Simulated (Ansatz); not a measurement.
**Geometry relaxation of Pt₂₄H (part 1 of 3)**

System: Pt₂₄H (slab, 25 atoms in the cell).
Method: DFT PBE+D3(BJ), scalar-relativistic, plane waves, PAW, no spin polarisation (Ansatz 0.2.0).

The structure derives from an entry of the Crystallography Open Database. The input holds or restrains some coordinates. Forces given for the steps count only the free coordinates. Figures and captions count atoms from 1; the log counts them from 0 in places.

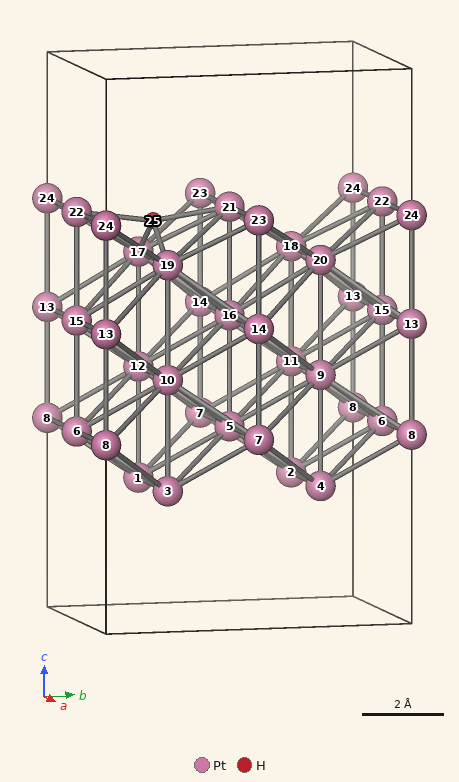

**Figure 1.** The starting structure (ball-and-stick view of the cell of the calculation, with the vacuum cut short, seen slightly off an axis; atoms are numbered from 1 in the order of the input). An atom can appear more than once, as a periodic image.

## Summary

```csv
quantity,value
outcome,converged under the restraints of the input
electrons treated,433
free energy,−300571.1841 eV
"work function, top face",5.46 eV
"work function, bottom face",5.39 eV
Fermi energy,3.753 eV
gap on the k-point mesh,none (metallic)
final volume,1132.59 Å³
work function (upper face),5.46 eV
"largest force (length of the vector) at the end, held atoms and coordinates included",0.816 eV/Å
hardware,"8 threads of Arm Neoverse N1, 98 GiB of memory available, shared host"
wall time,18 min (CPU time 2.2 h)
peak memory,9.1 GiB
```

Spin–orbit coupling is left out, which matters for Pt.

## Input
```yaml
crystal:
  lattice:
    - [5.5558884585, 0.0, 0.0]
    - [0.0, 7.857212809, 0.0]
    - [0.0, 0.0, 25.9448605731]
  atoms:
    - { symbol: Pt, position: [0.25, 0.25, 0.3276178716] }
    - { symbol: Pt, position: [0.25, 0.75, 0.3276178716] }
    - { symbol: Pt, position: [0.75, 0.25, 0.3276178716] }
    - { symbol: Pt, position: [0.75, 0.75, 0.3276178716] }
    - { symbol: Pt, position: [0.5, 0.5, 0.3811534113] }
    - { symbol: Pt, position: [0.5, 0.0, 0.3811534113] }
    - { symbol: Pt, position: [0.0, 0.5, 0.3811534113] }
    - { symbol: Pt, position: [0.0, 0.0, 0.3811534113] }
    - { symbol: Pt, position: [0.75, 0.75, 0.4346889511] }
    - { symbol: Pt, position: [0.75, 0.25, 0.4346889511] }
    - { symbol: Pt, position: [0.25, 0.75, 0.4346889511] }
    - { symbol: Pt, position: [0.25, 0.25, 0.4346889511] }
    - { symbol: Pt, position: [0.0, 0.0, 0.48812537] }
    - { symbol: Pt, position: [0.0, 0.5, 0.48812537] }
    - { symbol: Pt, position: [0.5, 0.0, 0.48812537] }
    - { symbol: Pt, position: [0.5, 0.5, 0.48812537] }
    - { symbol: Pt, position: [0.25, 0.25, 0.5455056044] }
    - { symbol: Pt, position: [0.25, 0.75, 0.5455056044] }
    - { symbol: Pt, position: [0.75, 0.25, 0.5455056044] }
    - { symbol: Pt, position: [0.75, 0.75, 0.5455056044] }
    - { symbol: Pt, position: [0.5, 0.5, 0.5927662384] }
    - { symbol: Pt, position: [0.5, 0.0, 0.5927662384] }
    - { symbol: Pt, position: [0.0, 0.5, 0.5927662384] }
    - { symbol: Pt, position: [0.0, 0.0, 0.5927662384] }
    - { symbol: H, position: [0.5, 0.25, 0.5819741203] }
basis:
  ecutwfc: 420
kpoints:
  mp_grid: { grid: [5, 4, 1] }
hamiltonian:
  xc: pbe
  dispersion: d3bj
scf:
  occupations: { method: gaussian, width: 0.1 }
output:
  forces: true
  eigenvalues: true
  write_density: true
  write_potential: true
  elf: true
  volumetric_format: npy
relax:
  adjacent_minimum: "off"
  f_tol: 0.03
  max_steps: 70
  constraints: [{ sites: [0, 1, 2, 3, 4, 5, 6, 7, 8, 9, 10, 11] }]
efield:
  axis: 3
  dipole_correction: true
```

Command:
```bash
ansatz run input.yaml --threads 8 --pin off --max-ram 22528MiB --backend cpu --events-out ev --progress --plain --runs-dir out
```

## The program's output
```
Engine: ansatz 0.2.0, aarch64-unknown-linux-gnu
Pseudopotentials: kind: paw
Pseudopotential: Pt, paw, valence charge 18, recommended cutoff 420 eV (normal), Pt.paw.azcp
Pseudopotential: H, paw, valence charge 1, recommended cutoff 420 eV (normal), H.paw.azcp
Functional definition: PBE
  parameter kappa = 0.804
  parameter beta = 0.06672455060314922
  exchange = pbe_x(kappa = kappa, mu = beta*pi^2/3)
  correlation = pbe_c(beta = beta)
Crystal: 25 atoms, lattice volume = 1132.592 Å³
Basis set: ecut = 420 eV, 22107 PW (Γ), exchange–correlation on 80×108×360 points (8 copies of the dense FFT grid, shifted against one another)
Bands: 260, of which v1, the nominal top of the filled ones, is band 217 counted from 1 (216 counted from 0)
Symmetry: 4 space group operations
Space group: Pmm2 (ITA 25), of the structure as read, at distance tolerance 1.0e-4 Å
k-points: 9 of 20
Non-local potential: Pt, projectors of the file, l = 0: 3, l = 1: 2, l = 2: 2, l = 3: 1
Non-local potential: H, projectors of the file, l = 0: 2, l = 1: 1
PAW form: soft (Blöchl's): semilocal exchange-correlation on the pseudo side does not see the compensation charge
PAW one-centre angular grid: Pt, 590 points (default); XC on 64 Gauss nodes
PAW one-centre angular grid: H, 110 points (default); XC on 64 Gauss nodes
Initial density: superposition of atomic densities (neutral atoms: chi_scale 0, normalization atom), corrected by the library's trained network
Initial wavefunctions: pseudopotential atomic-orbital guess
Functional: x = pbe(κ = 0.804, μ = 0.2195149727645171), c = pbe(β = 0.06672455060314922)
SCF iter   1: F=—  HF=-300570.994333 eV  |F-HF|=—  |Δ(HF+E_count)|=         —  Δρ=1.17e-2  dr2=1.35e1  ethr=1.77e-3  p=-0.035 e·Å  D=-5.61e-3 V/Å  ΔV_dip=0.15 eV  dr2_dipole=2.22e0  V_vac-E_F(+/−)=5.10/4.95 eV  ⟨swp⟩=7.3  Hψ=9699  notcnv=0  defer=109
efield: sawtooth ramp at fractional position 0.9102 (placed from the atoms, in the widest stretch of the axis that holds none; the zero of the levels goes with the place), width 0.1000; the density the first Hamiltonian is built on has a dipole p = -0.035 e·Å; the dipole correction subtracts the counter field D = -5.61e-3 V/Å, which shifts the + side's vacuum level by +0.15 eV against the − side's; the planar-averaged density in the ramp window peaks in size at 2.2e-6 e/Å³
preconditioner: auto → LDOS  [metal: Δε(μ)=0.027 eV  Ē_g=7.040 eV  σ=0.100 eV  W_gap=0.15  n_scr=230 (ndim 8)  ℏωp=17.1 eV  f_vac=0.616  D(μ)=43.23/eV (n_scr^D=346)  β→1.0]
SCF iter   2: F=—  HF=-300570.719360 eV  |F-HF|=—  |Δ(HF+E_count)|=   2.75e-1  Δρ=6.53e-3  dr2=6.31e-1  ethr=1.77e-3  p=0.041 e·Å  D=6.52e-3 V/Å  ΔV_dip=-0.17 eV  dr2_dipole=3.46e-2  V_vac-E_F(+/−)=5.34/5.51 eV  ⟨swp⟩=2.0  Hψ=2742  notcnv=0  defer=252
SCF iter   3: F=—  HF=-300570.676240 eV  |F-HF|=—  |Δ(HF+E_count)|=   4.31e-2  Δρ=2.63e-3  dr2=3.85e-1  ethr=1.46e-4  p=0.019 e·Å  D=3.00e-3 V/Å  ΔV_dip=-0.08 eV  dr2_dipole=1.47e-4  V_vac-E_F(+/−)=5.28/5.35 eV  ⟨swp⟩=2.0  Hψ=3236  notcnv=0  defer=263
SCF iter   4: F=—  HF=-300570.657772 eV  |F-HF|=—  |Δ(HF+E_count)|=   1.85e-2  Δρ=1.25e-3  dr2=6.83e-2  ethr=8.90e-5  p=0.024 e·Å  D=3.90e-3 V/Å  ΔV_dip=-0.10 eV  dr2_dipole=4.69e-3  V_vac-E_F(+/−)=5.33/5.43 eV  ⟨swp⟩=2.0  Hψ=2538  notcnv=0  defer=263
SCF iter   5: F=—  HF=-300570.658717 eV  |F-HF|=—  |Δ(HF+E_count)|=   9.45e-4  Δρ=4.02e-4  dr2=8.08e-3  ethr=1.58e-5  p=0.021 e·Å  D=3.32e-3 V/Å  ΔV_dip=-0.09 eV  dr2_dipole=2.11e-3  V_vac-E_F(+/−)=5.34/5.42 eV  ⟨swp⟩=1.9  Hψ=2829  notcnv=0  defer=263
SCF iter   6: F=—  HF=-300570.658684 eV  |F-HF|=—  |Δ(HF+E_count)|=   3.24e-5  Δρ=1.51e-4  dr2=6.52e-4  ethr=1.87e-6  p=0.019 e·Å  D=3.11e-3 V/Å  ΔV_dip=-0.08 eV  dr2_dipole=3.10e-5  V_vac-E_F(+/−)=5.34/5.42 eV  ⟨swp⟩=1.8  Hψ=2903  notcnv=0  defer=227
SCF iter   7: F=—  HF=-300570.658737 eV  |F-HF|=—  |Δ(HF+E_count)|=   5.33e-5  Δρ=8.62e-5  dr2=2.14e-4  ethr=1.51e-7  p=0.019 e·Å  D=3.10e-3 V/Å  ΔV_dip=-0.08 eV  dr2_dipole=1.32e-5  V_vac-E_F(+/−)=5.34/5.42 eV  ⟨swp⟩=2.1  Hψ=2559  notcnv=0  defer=227
SCF iter   8: F=—  HF=-300570.658753 eV  |F-HF|=—  |Δ(HF+E_count)|=   1.56e-5  Δρ=4.16e-5  dr2=4.90e-5  ethr=4.95e-8  p=0.019 e·Å  D=3.10e-3 V/Å  ΔV_dip=-0.08 eV  dr2_dipole=1.42e-6  V_vac-E_F(+/−)=5.34/5.42 eV  ⟨swp⟩=1.6  Hψ=2132  notcnv=0  defer=227
SCF iter   9: F=-300570.658765 eV  HF=-300570.658764 eV  |F-HF|=1.13e-6  |Δ(HF+E_count)|=   1.09e-5  Δρ=1.09e-5  dr2=3.31e-6  ethr=5.20e-9  p=0.019 e·Å  D=3.11e-3 V/Å  ΔV_dip=-0.08 eV  dr2_dipole=2.41e-7  V_vac-E_F(+/−)=5.34/5.42 eV  ⟨swp⟩=26.7  Hψ=23909  notcnv=0
SCF 1 converged in 9 iterations: F = -300570.658765 eV  dr2 = 3.31e-6
  Residual-converged pass: ⟨swp⟩=1.0  Hψ=2376  notcnv=0  max |occ|·‖R‖ = 7.0e-9 eV (tolerance 1.0e-8 eV)  dr2=3.31e-6  dr2_onsite=6.42e-8  max |Δocc| = 6.3e-11
  greatest PAW one-centre occupation: 1.000 electrons in one spin orbital (limit 2), on the Pt atom at site 18 (counted from 0), in its partial waves of l = 0
relax step   1: F+E_penalty+E_count = -300570.65876500 eV  Δ(F+E_penalty+E_count) = +0.000e0 eV  max|allowed force component| = 1.644e0 eV/Å  Δτ_max = 0.0000 Å  (9 SCF iters, dr2 threshold 2.25e-5 eV, accepted)
Initial density: handed on by an earlier stage of this run
Initial wavefunctions: those handed on with the density
iter 1 solved again at ethr=6.02e-5 eV; its pass at ethr=3.10e-3 eV (dr2=2.61e-1 eV) is discarded
SCF iter   1: F=—  HF=-300570.940827 eV  |F-HF|=—  |Δ(HF+E_count)|=         —  Δρ=5.23e-3  dr2=3.08e-1  ethr=6.02e-5  p=0.019 e·Å  D=3.11e-3 V/Å  ΔV_dip=-0.08 eV  dr2_dipole=2.76e-2  V_vac-E_F(+/−)=5.35/5.43 eV  ⟨swp⟩=2.1  Hψ=8368  notcnv=0  defer=257
efield: sawtooth ramp at fractional position 0.9102 (handed on by an earlier solve), width 0.1000; the density the first Hamiltonian is built on has a dipole p = 0.019 e·Å; the dipole correction subtracts the counter field D = 3.11e-3 V/Å, which shifts the + side's vacuum level by -0.08 eV against the − side's; the planar-averaged density in the ramp window peaks in size at 2.3e-6 e/Å³
preconditioner: auto → LDOS  [metal: Δε(μ)=0.006 eV  Ē_g=7.115 eV  σ=0.100 eV  W_gap=0.04  n_scr=230 (ndim 8)  ℏωp=17.1 eV  f_vac=0.615  D(μ)=50.58/eV (n_scr^D=464)  β→1.0]
SCF iter   2: F=—  HF=-300570.924236 eV  |F-HF|=—  |Δ(HF+E_count)|=   1.66e-2  Δρ=2.05e-3  dr2=7.83e-2  ethr=6.02e-5  p=0.015 e·Å  D=2.40e-3 V/Å  ΔV_dip=-0.06 eV  dr2_dipole=4.31e-3  V_vac-E_F(+/−)=5.36/5.42 eV  ⟨swp⟩=2.0  Hψ=3716  notcnv=0  defer=257
SCF iter   3: F=—  HF=-300570.912586 eV  |F-HF|=—  |Δ(HF+E_count)|=   1.17e-2  Δρ=1.01e-3  dr2=2.94e-2  ethr=1.81e-5  p=0.009 e·Å  D=1.47e-3 V/Å  ΔV_dip=-0.04 eV  dr2_dipole=2.48e-4  V_vac-E_F(+/−)=5.38/5.42 eV  ⟨swp⟩=2.3  Hψ=4002  notcnv=0  defer=258
SCF iter   4: F=—  HF=-300570.908414 eV  |F-HF|=—  |Δ(HF+E_count)|=   4.17e-3  Δρ=5.18e-4  dr2=5.66e-3  ethr=6.78e-6  p=0.011 e·Å  D=1.77e-3 V/Å  ΔV_dip=-0.05 eV  dr2_dipole=2.95e-5  V_vac-E_F(+/−)=5.37/5.42 eV  ⟨swp⟩=2.0  Hψ=3365  notcnv=0  defer=261
SCF iter   5: F=—  HF=-300570.907834 eV  |F-HF|=—  |Δ(HF+E_count)|=   5.80e-4  Δρ=2.27e-4  dr2=1.72e-3  ethr=1.31e-6  p=0.011 e·Å  D=1.78e-3 V/Å  ΔV_dip=-0.05 eV  dr2_dipole=3.44e-5  V_vac-E_F(+/−)=5.37/5.42 eV  ⟨swp⟩=2.0  Hψ=3187  notcnv=0  defer=261
SCF iter   6: F=—  HF=-300570.907773 eV  |F-HF|=—  |Δ(HF+E_count)|=   6.01e-5  Δρ=8.01e-5  dr2=1.57e-4  ethr=3.97e-7  p=0.011 e·Å  D=1.78e-3 V/Å  ΔV_dip=-0.05 eV  dr2_dipole=1.56e-6  V_vac-E_F(+/−)=5.37/5.42 eV  ⟨swp⟩=2.1  Hψ=3063  notcnv=0  defer=261
SCF iter   7: F=-300570.907747 eV  HF=-300570.907770 eV  |F-HF|=2.22e-5  |Δ(HF+E_count)|=   3.97e-6  Δρ=3.15e-5  dr2=3.08e-5  ethr=2.31e-8  p=0.011 e·Å  D=1.81e-3 V/Å  ΔV_dip=-0.05 eV  dr2_dipole=1.53e-6  V_vac-E_F(+/−)=5.37/5.42 eV  ⟨swp⟩=25.1  Hψ=25070  notcnv=0
SCF 2 converged in 7 iterations: F = -300570.907747 eV  dr2 = 3.08e-5
  greatest PAW one-centre occupation: 1.000 electrons in one spin orbital (limit 2), on the Pt atom at site 19 (counted from 0), in its partial waves of l = 0
relax step   2: F+E_penalty+E_count = -300570.90774733 eV  Δ(F+E_penalty+E_count) = -2.490e-1 eV  max|allowed force component| = 4.545e-1 eV/Å  Δτ_max = 0.1895 Å  (7 SCF iters, dr2 threshold 1.00e-4 eV, accepted)
[... from here on the SCF iterations and repeated set-up lines of each step are left out, up to the last step ...]
SCF 3 converged in 8 iterations: F = -300570.999700 eV  dr2 = 3.57e-6
relax step   3: F+E_penalty+E_count = -300570.99969966 eV  Δ(F+E_penalty+E_count) = -9.195e-2 eV  max|allowed force component| = 2.831e-1 eV/Å  Δτ_max = 0.1031 Å  (8 SCF iters, dr2 threshold 1.29e-5 eV, accepted)
SCF 4 converged in 7 iterations: F = -300571.048674 eV  dr2 = 5.55e-6
relax step   4: F+E_penalty+E_count = -300571.04867358 eV  Δ(F+E_penalty+E_count) = -4.897e-2 eV  max|allowed force component| = 1.773e-1 eV/Å  Δτ_max = 0.1187 Å  (7 SCF iters, dr2 threshold 6.12e-6 eV, accepted)
SCF 5 converged in 8 iterations: F = -300571.107127 eV  dr2 = 6.74e-6
relax step   5: F+E_penalty+E_count = -300571.10712690 eV  Δ(F+E_penalty+E_count) = -5.845e-2 eV  max|allowed force component| = 1.817e-1 eV/Å  Δτ_max = 0.1953 Å  (8 SCF iters, dr2 threshold 1.22e-5 eV, accepted)
SCF 6 converged in 8 iterations: F = -300571.153523 eV  dr2 = 2.94e-6
relax step   6: F+E_penalty+E_count = -300571.15352265 eV  Δ(F+E_penalty+E_count) = -4.640e-2 eV  max|allowed force component| = 1.717e-1 eV/Å  Δτ_max = 0.1952 Å  (8 SCF iters, dr2 threshold 1.29e-5 eV, accepted)
SCF 7 converged in 7 iterations: F = -300571.180853 eV  dr2 = 2.43e-5
relax step   7: F+E_penalty+E_count = -300571.18085322 eV  Δ(F+E_penalty+E_count) = -2.733e-2 eV  max|allowed force component| = 8.086e-2 eV/Å  Δτ_max = 0.1965 Å  (7 SCF iters, dr2 threshold 2.63e-5 eV, accepted)
SCF 8 converged in 8 iterations: F = -300571.184064 eV  dr2 = 7.42e-7
relax step   8: F+E_penalty+E_count = -300571.18406445 eV  Δ(F+E_penalty+E_count) = -3.211e-3 eV  max|allowed force component| = 2.976e-2 eV/Å  Δτ_max = 0.0247 Å  (8 SCF iters, dr2 threshold 1.45e-6 eV, accepted)
iter 1 solved again at ethr=1.71e-10 eV; its pass at ethr=3.10e-3 eV (dr2=7.41e-7 eV) is discarded
SCF iter   1: F=—  HF=-300571.184003 eV  |F-HF|=—  |Δ(HF+E_count)|=         —  Δρ=6.37e-6  dr2=7.41e-7  ethr=1.71e-10  p=-0.017 e·Å  D=-2.71e-3 V/Å  ΔV_dip=0.07 eV  dr2_dipole=3.93e-9  V_vac-E_F(+/−)=5.46/5.39 eV  ⟨swp⟩=1.0  Hψ=5454  notcnv=0
efield: sawtooth ramp at fractional position 0.9102 (handed on by an earlier solve), width 0.1000; the density the first Hamiltonian is built on has a dipole p = -0.017 e·Å; the dipole correction subtracts the counter field D = -2.71e-3 V/Å, which shifts the + side's vacuum level by +0.07 eV against the − side's; the planar-averaged density in the ramp window peaks in size at 1.1e-6 e/Å³
preconditioner: auto → LDOS  [metal: Δε(μ)=0.002 eV  Ē_g=7.074 eV  σ=0.100 eV  W_gap=0.01  n_scr=230 (ndim 8)  ℏωp=17.1 eV  f_vac=0.613  D(μ)=50.53/eV (n_scr^D=464)  β→1.0]
SCF iter   2: F=—  HF=-300571.184065 eV  |F-HF|=—  |Δ(HF+E_count)|=   6.19e-5  Δρ=4.06e-6  dr2=5.64e-7  ethr=1.71e-10  p=-0.017 e·Å  D=-2.71e-3 V/Å  ΔV_dip=0.07 eV  dr2_dipole=1.11e-8  V_vac-E_F(+/−)=5.46/5.39 eV  ⟨swp⟩=2.0  Hψ=3156  notcnv=0
SCF iter   3: F=—  HF=-300571.184065 eV  |F-HF|=—  |Δ(HF+E_count)|=   1.39e-8  Δρ=2.88e-6  dr2=2.17e-7  ethr=1.30e-10  p=-0.017 e·Å  D=-2.71e-3 V/Å  ΔV_dip=0.07 eV  dr2_dipole=2.53e-9  V_vac-E_F(+/−)=5.46/5.39 eV  ⟨swp⟩=2.0  Hψ=3154  notcnv=0
iter 4 did not close the SCF: its close was put off until two iterations running show no level that it waits for move by more than its bar (scf_convergence_deferred on its scf_iter line)
SCF iter   4: F=-300571.184065 eV  HF=-300571.184065 eV  |F-HF|=5.66e-8  |Δ(HF+E_count)|=   9.70e-8  Δρ=1.57e-6  dr2=5.55e-8  ethr=2.31e-11  p=-0.017 e·Å  D=-2.71e-3 V/Å  ΔV_dip=0.07 eV  dr2_dipole=1.42e-12  V_vac-E_F(+/−)=5.46/5.39 eV  ⟨swp⟩=12.9  Hψ=17456  notcnv=0
iter 5 did not close the SCF: its close was put off until two iterations running show no level that it waits for move by more than its bar (scf_convergence_deferred on its scf_iter line)
SCF iter   5: F=-300571.184065 eV  HF=-300571.184065 eV  |F-HF|=2.88e-8  |Δ(HF+E_count)|=   6.57e-8  Δρ=5.88e-7  dr2=7.80e-9  ethr=1.28e-11  p=-0.017 e·Å  D=-2.71e-3 V/Å  ΔV_dip=0.07 eV  dr2_dipole=2.26e-13  V_vac-E_F(+/−)=5.46/5.39 eV  ⟨swp⟩=10.9  Hψ=15890  notcnv=0
SCF iter   6: F=-300571.184065 eV  HF=-300571.184065 eV  |F-HF|=1.16e-8  |Δ(HF+E_count)|=   2.31e-8  Δρ=2.33e-7  dr2=1.73e-9  ethr=1.80e-12  p=-0.017 e·Å  D=-2.71e-3 V/Å  ΔV_dip=0.07 eV  dr2_dipole=6.88e-11  V_vac-E_F(+/−)=5.46/5.39 eV  ⟨swp⟩=8.8  Hψ=14389  notcnv=0
SCF 9 converged in 6 iterations: F = -300571.184065 eV  dr2 = 1.73e-9
relax step   9: F+E_penalty+E_count = -300571.18406503 eV  Δ(F+E_penalty+E_count) = -5.849e-7 eV  max|allowed force component| = 2.977e-2 eV/Å  Δτ_max = 0.0000 Å  (6 SCF iters, accepted)
```

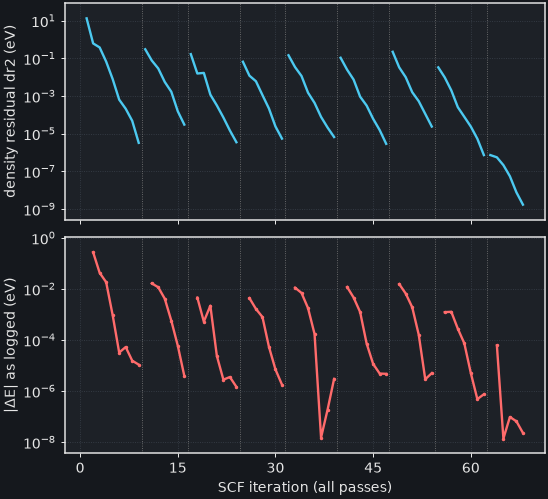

**Figure 2.** Convergence of the self-consistent field: density residual dr2 and size of the energy change against the SCF iteration. The dotted lines part the SCF passes of the relaxation: geometry steps, rejected trials and re-solves on a re-selected basis. The 9 passes take 6 to 9 iterations each, 68 in all.

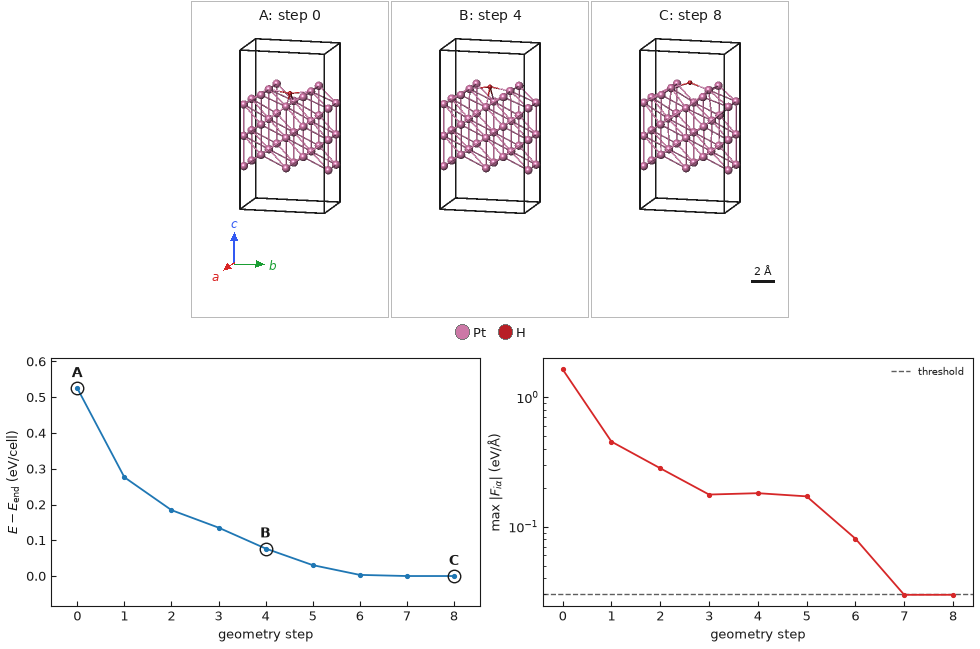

**Figure 3.** Frames of the restrained relaxation (ball-and-stick view of the cell of the calculation, with the vacuum cut short (origin shifted), seen slightly off an axis) above the curves, on which the letters mark them (the first geometry is step 0 here and step 1 in the log).
